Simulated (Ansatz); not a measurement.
## SnGe2: geometry relaxation (part 2 of 2)

The same run, continued: SnGe2 (12 atoms in the cell); DFT PBE, scalar-relativistic, plane waves, PAW, no spin polarisation (Ansatz 0.2.0); cutoff 420 eV, 6×6×6 k-mesh, Gaussian smearing of 0.1 eV. The structure derives from a Materials Project entry. It belongs to a series of runs on one base structure; here: 4 of 4 Fe sites taken by Sn, cell and atoms relaxed.

Geometry of the input (Å; fractional positions):
```
0.0000  0.0000  8.0780
-5.8768  0.0000  0.0000
0.0000  -5.8768  0.0000
Sn 0.7500  0.0000  0.0000
Sn 0.2500  0.5000  0.5000
Sn 0.2500  0.0000  0.0000
Sn 0.7500  0.5000  0.5000
Ge 0.5000  0.8398  0.3398
Ge 1.0000  0.3398  0.8398
Ge 0.5000  0.3398  0.1602
Ge 0.0000  0.8398  0.6602
Ge 0.0000  0.1602  0.3398
Ge 0.5000  0.6602  0.8398
Ge 0.0000  0.6602  0.1602
Ge 0.5000  0.1602  0.6602
```

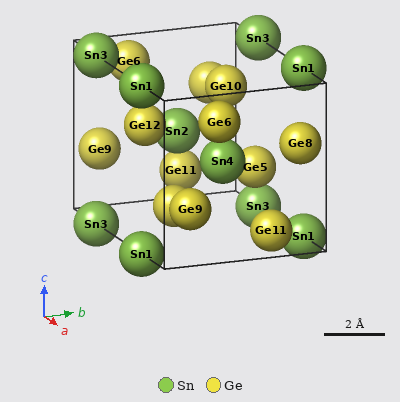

Fig. 1: The geometry at step 2 of the log (spheres-only view of the cell of the calculation, seen slightly off an axis; atoms are numbered from 1 in the order of the input).

Output, continued
```
--- Forces (eV/Å), atoms counted from 1 ---
  atom   1  Sn     0.00000000    -0.00000000     0.00000000
  atom   2  Sn     0.00000000    -0.00000000     0.00000000
  atom   3  Sn    -0.00000000     0.00000000    -0.00000000
  atom   4  Sn    -0.00000000     0.00000000    -0.00000000
  atom   5  Ge     0.00755549     0.00755549    -0.00000000
  atom   6  Ge     0.00755549     0.00755549    -0.00000000
  atom   7  Ge     0.00755549    -0.00755549    -0.00000000
  atom   8  Ge     0.00755549    -0.00755549    -0.00000000
  atom   9  Ge    -0.00755549     0.00755549     0.00000000
  atom  10  Ge    -0.00755549     0.00755549     0.00000000
  atom  11  Ge    -0.00755549    -0.00755549     0.00000000
  atom  12  Ge    -0.00755549    -0.00755549     0.00000000
  max |Σ_I F_I| component: 1.39e-17 eV/Å
--- Stress (GPa, compression-positive) ---
       -0.003573      -0.000000       0.000000
       -0.000000      -0.003573       0.000000
        0.000000       0.000000      -0.103269
  P = ⅓ Tr σ = -0.0368 GPa (-0.368 kbar)
--- Band table (eV; the first three rows and the last of 40) ---
  k-point 0: bands = ["-14.8757", "-14.8750", "-14.8732", "-14.8722", "-14.8478", "-14.8478", "-14.8472", "-14.8472", "-14.8383", "-14.8377", "-14.8352", "-14.8352", "-14.8349", "-14.8344", "-14.8333", "-14.8333", "-14.8305", "-14.8300", "-14.8170", "-14.8164", "-14.8132", "-14.8119", "-14.8111", "-14.8106", "-14.8094", "-14.8094", "-14.8082", "-14.8082", "-14.8080", "-14.8072", "-14.7759", "-14.7759", "-14.7757", "-14.7757", "-14.7735", "-14.7727", "-14.7491", "-14.7491", "-14.7490", "-14.7490", "-11.6380", "-11.6380", "-11.6296", "-11.6267", "-11.6259", "-11.6259", "-11.6234", "-11.6215", "-11.6215", "-11.6181", "-11.6171", "-11.6158", "-11.6109", "-11.6109", "-11.6068", "-11.6034", "-11.5974", "-11.5972", "-11.5955", "-11.5869", "-2.2554", "-0.9884", "1.4301", "1.8737", "1.8931", "1.8931", "2.1410", "2.4613", "2.8732", "2.8732", "3.7445", "4.9545", "5.3142", "6.6926", "6.6926", "7.1557", "7.1557", "7.1719", "7.3070", "7.5801", "8.4915", "8.4915", "8.7077", "9.2015", "10.1301", "10.1301", "10.6200", "10.6894", "11.3561", "11.5078", "11.8369", "12.3981", "12.3981", "12.5077", "12.5077", "14.6843", "14.8393", "14.8393", "14.9515", "15.1362", "15.2770"]
  k-point 1: bands = ["-14.8773", "-14.8767", "-14.8759", "-14.8751", "-14.8454", "-14.8450", "-14.8435", "-14.8432", "-14.8394", "-14.8362", "-14.8358", "-14.8355", "-14.8347", "-14.8347", "-14.8332", "-14.8330", "-14.8268", "-14.8265", "-14.8202", "-14.8195", "-14.8181", "-14.8175", "-14.8130", "-14.8122", "-14.8121", "-14.8116", "-14.8095", "-14.8093", "-14.7993", "-14.7986", "-14.7762", "-14.7762", "-14.7761", "-14.7760", "-14.7746", "-14.7738", "-14.7487", "-14.7487", "-14.7479", "-14.7478", "-11.6373", "-11.6372", "-11.6275", "-11.6269", "-11.6267", "-11.6247", "-11.6229", "-11.6209", "-11.6208", "-11.6173", "-11.6166", "-11.6163", "-11.6117", "-11.6112", "-11.6074", "-11.6042", "-11.5996", "-11.5976", "-11.5965", "-11.5876", "-2.1361", "-0.8689", "0.6919", "1.5345", "1.7802", "1.9955", "2.1185", "2.9211", "3.0994", "3.2797", "3.4890", "4.9211", "5.3074", "6.4630", "6.8119", "6.8145", "6.9247", "7.2871", "7.4343", "7.6072", "8.5383", "9.4515", "9.4758", "9.5122", "9.6227", "10.1092", "10.2410", "10.6748", "11.1391", "11.6364", "11.7874", "12.5212", "12.9868", "13.0508", "13.0743", "13.3483", "13.8937", "14.6524", "14.8560", "15.2028", "15.2603"]
  k-point 2: bands = ["-14.8801", "-14.8799", "-14.8796", "-14.8793", "-14.8407", "-14.8405", "-14.8403", "-14.8376", "-14.8376", "-14.8369", "-14.8356", "-14.8339", "-14.8320", "-14.8313", "-14.8312", "-14.8301", "-14.8263", "-14.8256", "-14.8213", "-14.8211", "-14.8210", "-14.8208", "-14.8179", "-14.8177", "-14.8159", "-14.8150", "-14.8135", "-14.8133", "-14.7896", "-14.7891", "-14.7775", "-14.7771", "-14.7769", "-14.7769", "-14.7767", "-14.7767", "-14.7477", "-14.7474", "-14.7463", "-14.7462", "-11.6354", "-11.6350", "-11.6294", "-11.6290", "-11.6217", "-11.6215", "-11.6201", "-11.6193", "-11.6180", "-11.6177", "-11.6160", "-11.6150", "-11.6139", "-11.6111", "-11.6093", "-11.6062", "-11.6056", "-11.6033", "-11.5946", "-11.5895", "-1.7783", "-0.5127", "-0.3559", "0.8594", "1.8409", "2.2879", "2.3915", "2.9220", "2.9683", "3.0609", "4.2255", "4.3902", "5.2403", "6.2328", "6.7815", "7.1646", "7.1762", "7.5351", "7.8127", "8.3898", "8.5342", "8.5452", "9.2654", "9.7981", "10.1517", "10.1766", "10.6149", "11.1628", "11.2484", "11.8533", "11.8950", "12.3941", "12.6702", "13.1286", "13.7024", "14.1742", "14.1746", "14.2512", "14.3303", "14.5127", "14.8676"]
  k-point 39: bands = ["-14.8775", "-14.8775", "-14.8775", "-14.8775", "-14.8557", "-14.8557", "-14.8557", "-14.8557", "-14.8331", "-14.8331", "-14.8331", "-14.8331", "-14.8272", "-14.8272", "-14.8272", "-14.8272", "-14.8215", "-14.8215", "-14.8215", "-14.8215", "-14.8166", "-14.8166", "-14.8166", "-14.8166", "-14.8093", "-14.8093", "-14.8093", "-14.8093", "-14.7917", "-14.7917", "-14.7917", "-14.7917", "-14.7765", "-14.7765", "-14.7765", "-14.7765", "-14.7417", "-14.7417", "-14.7417", "-14.7417", "-11.6316", "-11.6316", "-11.6316", "-11.6316", "-11.6174", "-11.6174", "-11.6174", "-11.6174", "-11.6170", "-11.6170", "-11.6170", "-11.6170", "-11.6107", "-11.6107", "-11.6107", "-11.6107", "-11.6015", "-11.6015", "-11.6015", "-11.6015", "0.2985", "0.2985", "0.2985", "0.2985", "0.3600", "0.3600", "0.3600", "0.3600", "4.7335", "4.7335", "4.7335", "4.7335", "6.9450", "6.9450", "6.9450", "6.9450", "8.7874", "8.7874", "8.7874", "8.7874", "9.2271", "9.2271", "9.2271", "9.2271", "9.2898", "9.2898", "9.2898", "9.2898", "11.4054", "11.4054", "11.4054", "11.4054", "14.0899", "14.0899", "14.0899", "14.0899", "14.2271", "14.2271", "14.2271", "14.2271", "14.8678"]
--- Relaxed structure (2 steps of the walk, 2 accepted, 1 SCFs on fresh bases) ---
  F+E_penalty+E_count = -58453.63670429 eV   max|allowed force component| = 7.555e-3 eV/Å   (the final SCF, on the basis selected at the relaxed cell)
  cell:  # Å, volume = 279.7308 Å³
    - [-1.7857130158322313e-34, -1.190475343888154e-34, 8.120831784480265]
    - [-5.869077890978256, 6.062525417521181e-34, -1.2991125894688244e-34]
    - [6.062525417521181e-34, -5.869077890978256, 8.660750596458828e-35]
  atoms:
    - { symbol: Sn, position: [0.7499999999999999, -4.612218019919048e-21, -7.687030033198605e-22] }
    - { symbol: Sn, position: [0.25, 0.5, 0.5] }
    - { symbol: Sn, position: [0.25, -4.612218019919026e-21, -7.687030033198594e-22] }
    - { symbol: Sn, position: [0.7499999999999999, 0.5, 0.5] }
    - { symbol: Ge, position: [0.5, 0.8397233710259275, 0.3397233710259275] }
    - { symbol: Ge, position: [1.0, 0.3397233710259275, 0.8397233710259275] }
    - { symbol: Ge, position: [0.5, 0.3397233710259275, 0.1602766289740725] }
    - { symbol: Ge, position: [-2.0613038702587508e-35, 0.8397233710259275, 0.6602766289740726] }
    - { symbol: Ge, position: [-1.2417493194329837e-36, 0.1602766289740725, 0.3397233710259275] }
    - { symbol: Ge, position: [0.5, 0.6602766289740726, 0.8397233710259275] }
    - { symbol: Ge, position: [6.208746597164911e-36, 0.6602766289740726, 0.1602766289740725] }
    - { symbol: Ge, position: [0.5, 0.1602766289740725, 0.6602766289740726] }
```

Trajectory as extended XYZ (Å, eV, eV/Å), 3 frames, from step=1 to step=3
```
12
Lattice="0.0000 0.0000 8.0780 -5.8768 0.0000 0.0000 0.0000 -5.8768 0.0000" Properties=species:S:1:pos:R:3:forces:R:3 step=1 energy=-58453.63588 pressure_GPa=0.08
Sn    0.0000    0.0000    6.0585    0.0000   0.0000   0.0000
Sn   -2.9384   -2.9384    2.0195    0.0000   0.0000   0.0000
Sn    0.0000    0.0000    2.0195    0.0000   0.0000   0.0000
Sn   -2.9384   -2.9384    6.0585    0.0000   0.0000   0.0000
Ge   -4.9353   -1.9969    4.0390   -0.0065  -0.0065   0.0000
Ge   -1.9969   -4.9353    8.0780   -0.0065  -0.0065   0.0000
Ge   -1.9969   -0.9415    4.0390   -0.0065   0.0065   0.0000
Ge   -4.9353   -3.8799    0.0000   -0.0065   0.0065   0.0000
Ge   -0.9415   -1.9969    0.0000    0.0065  -0.0065   0.0000
Ge   -3.8799   -4.9353    4.0390    0.0065  -0.0065   0.0000
Ge   -3.8799   -0.9415    0.0000    0.0065   0.0065   0.0000
Ge   -0.9415   -3.8799    4.0390    0.0065   0.0065   0.0000
12
Lattice="0.0000 0.0000 8.1208 -5.8691 0.0000 0.0000 0.0000 -5.8691 0.0000" Properties=species:S:1:pos:R:3:forces:R:3 step=2 energy=-58453.63652 pressure_GPa=-0.04
Sn    0.0000    0.0000    6.0906    0.0000   0.0000   0.0000
Sn   -2.9345   -2.9345    2.0302    0.0000   0.0000   0.0000
Sn    0.0000    0.0000    2.0302    0.0000   0.0000   0.0000
Sn   -2.9345   -2.9345    6.0906    0.0000   0.0000   0.0000
Ge   -4.9284   -1.9939    4.0604    0.0076   0.0076   0.0000
Ge   -1.9939   -4.9284    8.1208    0.0076   0.0076   0.0000
Ge   -1.9939   -0.9407    4.0604    0.0076  -0.0076   0.0000
Ge   -4.9284   -3.8752    0.0000    0.0076  -0.0076   0.0000
Ge   -0.9407   -1.9939    0.0000   -0.0076   0.0076   0.0000
Ge   -3.8752   -4.9284    4.0604   -0.0076   0.0076   0.0000
Ge   -3.8752   -0.9407    0.0000   -0.0076  -0.0076   0.0000
Ge   -0.9407   -3.8752    4.0604   -0.0076  -0.0076   0.0000
12
Lattice="0.0000 0.0000 8.1208 -5.8691 0.0000 0.0000 0.0000 -5.8691 0.0000" Properties=species:S:1:pos:R:3:forces:R:3 step=3 energy=-58453.63670 pressure_GPa=-0.04
Sn    0.0000    0.0000    6.0906    0.0000   0.0000   0.0000
Sn   -2.9345   -2.9345    2.0302    0.0000   0.0000   0.0000
Sn    0.0000    0.0000    2.0302    0.0000   0.0000   0.0000
Sn   -2.9345   -2.9345    6.0906    0.0000   0.0000   0.0000
Ge   -4.9284   -1.9939    4.0604    0.0076   0.0076   0.0000
Ge   -1.9939   -4.9284    8.1208    0.0076   0.0076   0.0000
Ge   -1.9939   -0.9407    4.0604    0.0076  -0.0076   0.0000
Ge   -4.9284   -3.8752    0.0000    0.0076  -0.0076   0.0000
Ge   -0.9407   -1.9939    0.0000   -0.0076   0.0076   0.0000
Ge   -3.8752   -4.9284    4.0604   -0.0076   0.0076   0.0000
Ge   -3.8752   -0.9407    0.0000   -0.0076  -0.0076   0.0000
Ge   -0.9407   -3.8752    4.0604   -0.0076  -0.0076   0.0000
```
